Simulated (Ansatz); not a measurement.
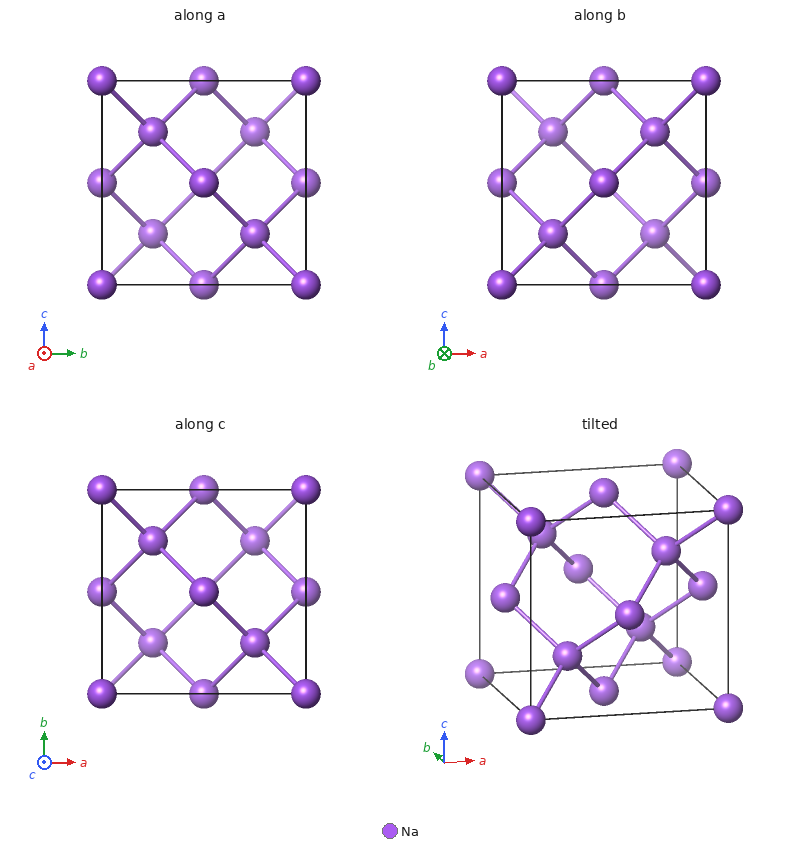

Shown here is a ball-and-stick view of the crystal, taken along the a axis, along the b axis, along the c axis and slightly off an axis. The conventional unit cell is outlined; an atom on or near a face, edge or corner is repeated at each equivalent position.

Lattice parameters: a = 7.6249 Å, b = 7.6249 Å, c = 7.6249 Å, α = 90.000°, β = 90.000°, γ = 90.000°.

**Put the structure into a CIF in P1 with every atom of the cell.**

```cif
data_structure
_symmetry_space_group_name_H-M 'P 1'
_symmetry_Int_Tables_number 1
_cell_length_a 7.6249
_cell_length_b 7.6249
_cell_length_c 7.6249
_cell_angle_alpha 90.000
_cell_angle_beta 90.000
_cell_angle_gamma 90.000
_cell_volume 443.31
loop_
_atom_site_label
_atom_site_type_symbol
_atom_site_fract_x
_atom_site_fract_y
_atom_site_fract_z
_atom_site_occupancy
Na1 Na 0.0000 0.0000 0.0000 1
Na2 Na 0.2500 0.7500 0.7500 1
Na3 Na 0.0000 0.5000 0.5000 1
Na4 Na 0.2500 0.2500 0.2500 1
Na5 Na 0.5000 0.0000 0.5000 1
Na6 Na 0.7500 0.7500 0.2500 1
Na7 Na 0.5000 0.5000 0.0000 1
Na8 Na 0.7500 0.2500 0.7500 1
```

The starting point was a structure type filled with this element by a generator (whether the element takes this form wasn't checked). The cell was then strained or its atoms displaced on purpose. Ansatz was used for an electronic-structure calculation on it.
